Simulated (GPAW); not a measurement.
# Quasiparticle gap of CdSe (honeycomb monolayer) in GPAW, part 2 of 2

Wanted: ground state, empty states, screening and self-energy for CdSe (honeycomb monolayer).

GPAW 26.7.0; LDA and many-body steps on it, plane waves. Known limits of the many-body steps: not at the basis limit; no spin-orbit coupling.

So far. Step 3 (Ground state): The gap is direct, at Γ. Step 4 (Empty states on the mesh, 6×6×1 mesh, 306 bands): On this mesh the gap is 1.195 eV.

**5. Screening and self-energy, 6×6×1 mesh, 137 bands, screening to 48 eV**

Now the one-shot GW correction: screening in the RPA, then the self-energy of the levels asked for.

This step: G0W0 on LDA, plane waves, PAW.

The input, run.py:

```python
import json
import numpy as np
from gpaw.mpi import world
from gpaw.response.g0w0 import G0W0

gw = G0W0('full.gpw',
    filename='gw',
    kpts=[0],
    bands=(7, 11),
    ecut=48,
    nbands=137,
    truncation='2D',
    integrate_gamma='sphere',
    q0_correction=True,
    frequencies={'type': 'nonlinear', 'domega0': 0.15, 'omega2': 15.0},
    eta=0.1,
    nblocksmax=True)
gw.calculate()
res = {mode: {k: v for k, v in r.items() if k != 'sigma_eskwn'}
       for mode, r in gw.all_results.items()}

if world.rank == 0:
    with open('result.json', 'w') as f:
        json.dump(res, f, default=lambda x: x.tolist())
```

The run is started by

```
> mpirun -n 4 gpaw python run.py
```

Numbers of over 12 decimals in the logs are rounded to 6 here.

The log of the run:

```text
Using integrator: PointIntegrator
NonLinearFrequencyDescriptor(from 0.000 to 60.475 eV, 152 points)
Nonperiodic BCs:  [False False  True]
Using integrator: PointIntegrator
NonLinearFrequencyDescriptor(from 0.000 to 60.475 eV, 152 points)
Nonperiodic BCs:  [False False  True]
Applying analytical 2D correction to W:
    Evaluating Gamma point contribution to W on a 17x17x1 grid
  ___  _ _ _
 |   || | | |
 | | || | | |
 |__ ||_____|
 |___|

BZ k-points: Symmetries present (total): 6

  [... matrices ...]
36 k-points: 6 x 6 x 1 Monkhorst-Pack grid + [1/12,1/12,0.000000]
7 k-points in the irreducible part of the Brillouin zone
       k-points in crystal coordinates                weights
   0:     0.00000000    0.00000000    0.00000000          1/36
   1:     0.16666667    0.00000000    0.00000000          6/36
   2:     0.33333333   -0.16666667    0.00000000          6/36
   3:     0.33333333    0.00000000    0.00000000          6/36
   4:     0.33333333    0.33333333    0.00000000          2/36
   5:     0.50000000    0.33333333    0.00000000         12/36
   6:     0.50000000    0.50000000    0.00000000          3/36

Distributing spins, k-points and bands (1 x 1 x 4) over 1 process
Number of blocks: 4

Quasi particle states:
k-points (IBZ indices): [0]
Band range: (7, 11)
  [... matrices ...]
Computational parameters:
Plane wave cut-off: 48 eV
Number of bands: 137
Coulomb cutoff: 2D
Broadening: 0.1 eV

fxc modes: GW
Kernel: RPA
Using full-frequency real axis integration
Summing all q:

Calculating screened Coulomb potential
2D Coulomb truncation
NonLinearFrequencyDescriptor(from 0.000 to 60.475 eV, 152 points)
Removing empty qpoint cache files...

Calculating chi0 body with:
    Ground state adapter containing:
    Number of spins: 1
    Number of kpoints: 36
    Number of irreducible kpoints: 7
    Number of completely occupied states: 9
    Number of partially occupied states: 9
    Occupied states memory: 4.4296875 M / cpu

    Linear response parametrization:
    q_c: [1.3877787807814457e-17, 1.3877787807814457e-17, 0.0]
    Number of frequency points: 152
    Planewave cutoff: 48.0
    Number of bands: 137
    Number of planewaves: 151
    Broadening (eta): 0.1
    comm.size: 4
    kncomm.size: 1
    blockcomm.size: 4

    Memory estimate of potentially large arrays:
        chi0_wGG: 13.220795 M / cpu
Integrating chi0 body.

Symmetries of q_c:
    Direct symmetries (Uq -> q): 6
    Indirect symmetries (TUq -> q): 6
In total 12 allowed symmetries.

  [... matrices ...]
7 groups of equivalent kpoints. 80.555556% reduction.

Integral kind: spectral function
Integrating chi0 head and wings.

Symmetries of q_c:
    Direct symmetries (Uq -> q): 6
    Indirect symmetries (TUq -> q): 6
In total 12 allowed symmetries.

  [... matrices ...]
7 groups of equivalent kpoints. 80.555556% reduction.

Integral kind: spectral function wings

Calculating chi0 body with:
    Ground state adapter containing:
    Number of spins: 1
    Number of kpoints: 36
    Number of irreducible kpoints: 7
    Number of completely occupied states: 9
    Number of partially occupied states: 9
[... the further q-points ...]

Results:
f:      Occupation numbers
eps:     KS-eigenvalues [eV]
vxc:     KS vxc [eV]
exx:     Exact exchange [eV]
sigma:   Self-energies [eV]
dsigma:  Self-energy derivatives
Z:       Renormalization factors
qp:      QP-energies [eV]

k-point 0 (0): (0.000, 0.000, 0.000)                GW
band       f     eps     vxc     exx   sigma  dsigma       Z      qp
                                                                   GW
   7   1.000  -3.083 -18.080 -20.203   1.595  -0.388   0.720  -3.463
   8   1.000  -3.083 -18.080 -20.203   1.595  -0.388   0.720  -3.463
   9   0.000  -1.888 -13.175  -9.149  -2.313  -0.358   0.737  -0.626
  10   0.000   1.694  -5.537  -2.905  -1.912  -0.301   0.769   2.248
```

Elapsed: 44 s, on 4 MPI ranks of Arm Neoverse V1, shared host; peak memory 1.7 GiB.

Numbers from this step:

```yaml
g0w0_gap_on_the_points_computed: 2.837 eV
least_direct_g0w0_gap_on_the_computed_points: 2.837 eV
z_at_the_valence_top: 0.7203
z_at_the_conduction_bottom: 0.7366
starting_gap_on_the_mesh: 1.195 eV
k_of_the_valence_top: 0, 0, 0
k_of_the_conduction_bottom: 0, 0, 0
```

The gap on the mesh goes from 1.19 eV to 2.84 eV, a correction of +1.64 eV.

Limits: finite bands, cutoff and mesh; no spin-orbit coupling. v1 is the top filled band, c1 the lowest empty one. Levels before and after the correction, in eV, zero at the valence-band top of each column:

```
           conduction bottom  valence top
Kohn-Sham               1.19         0.00
     G0W0               2.84         0.00
```

```
             level  energy (eV)
Kohn-Sham  Γ v2-v1        0.000
Kohn-Sham     Γ c1        1.195
Kohn-Sham     Γ c2        4.777
     G0W0  Γ v2-v1        0.000
     G0W0     Γ c1        2.837
     G0W0     Γ c2        5.711
```

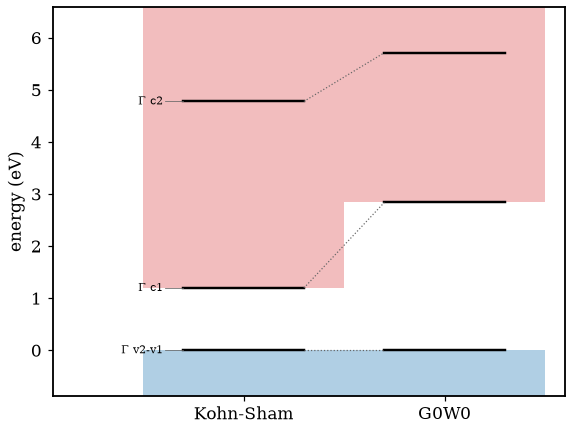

Levels before and after the correction. Shaded: valence and conduction bands.

**6. Where the time went**

Times are wall times on 4 MPI ranks of Arm Neoverse V1, shared host, good to a factor of about two.

```
                     step     time  share  memory (GiB)
               relaxation     32 s   16 %          0.97
             ground state    6.4 s    3 %          0.72
 empty states on the mesh  1.9 min   58 %           5.2
screening and self-energy     44 s   22 %           1.7
```

**7. Outcome**

```json
{"LDA gap": "1.19 eV, direct", "G0W0 gap on the mesh": "2.84 eV", "GW settings": "6×6×1 mesh, 137 bands, screening to 48 eV, full frequency, Hilbert transform", "known limits": "not at the basis limit; no spin-orbit coupling"}
```

What this shows: G0W0 moves the gap on the mesh from 1.19 eV to 2.84 eV (+1.64 eV), with Z of 0.72 and 0.74 at the edges. Only 1 of the mesh's irreducible points was corrected, so a valley elsewhere could overtake. The dearest step here is «empty states on the mesh». Bands and cutoff are finite, so the gap is not at the basis limit. The miss can reach some tenths of an eV and take either sign; the mesh is an error of its own. These stock PAW sets were not made for GW; the filled d or f shell of Se lies in the frozen core, which bears on start and correction. In the G0W0 run levels were corrected at 1 k point alone, so a gap called «on the mesh» is the least over those, and an edge elsewhere would be missed. The many-body steps are scalar-relativistic: spin-orbit coupling is not in them.

[Paths, hosts, dates, memory and timing lines, banners, echoed tables and standing remarks are left out of the program output.]

[Logs are printed without paths, hosts, clocks, repeated set-up lines and the standing remarks that a program may print on its own settings, such as how far it seeks lower states.]

[Runs of the session that timed out or met a known fault of the program may be left out.]

[Hosts, paths, dates, database ids (printed as entryN), source tags and the programs' standing remarks are cut or masked in the printed files.]
